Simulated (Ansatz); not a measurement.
A structure file:

```cif
data_structure
_symmetry_space_group_name_H-M 'F -4 3 m'
_symmetry_Int_Tables_number 216
_cell_length_a 4.9155
_cell_length_b 4.9155
_cell_length_c 4.9155
_cell_angle_alpha 90.000
_cell_angle_beta 90.000
_cell_angle_gamma 90.000
_cell_volume 118.77
loop_
_atom_site_label
_atom_site_type_symbol
_atom_site_symmetry_multiplicity
_atom_site_Wyckoff_symbol
_atom_site_fract_x
_atom_site_fract_y
_atom_site_fract_z
_atom_site_occupancy
Hf1 Hf 4 a 0.00000 0.00000 0.00000 1
N1 N 4 d 0.25000 0.25000 0.75000 1
```

**Characterise the structure given above.**

The stoichiometry is HfN. It takes space group F-43m (No. 216) on a face-centred cubic lattice. This arrangement goes by the name zinc blende (sphalerite type). Atoms per cell: 8 (4 Hf, 4 N). The polyhedra are HfN4 tetrahedra; they share corners. The coordination shell of Hf holds four N in a tetrahedral arrangement at 2.13 Å. The neighbours of N are four Hf in a tetrahedral arrangement at 2.13 Å. Not all metal-metal contacts are counted. The bonds build a three-dimensional framework.

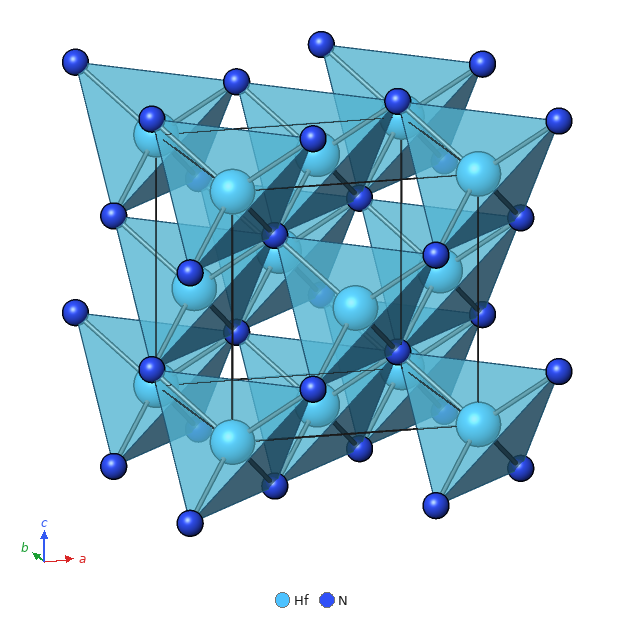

An orthographic polyhedral view of the structure, slightly off an axis. One conventional unit cell is framed, with atoms on its boundary repeated. Some atoms of the next cells are drawn as well.

The structure comes from a structure listed in the Materials Project. Earlier steps of the study may have refined or changed the cell and positions. It was the input of a calculation with Ansatz.
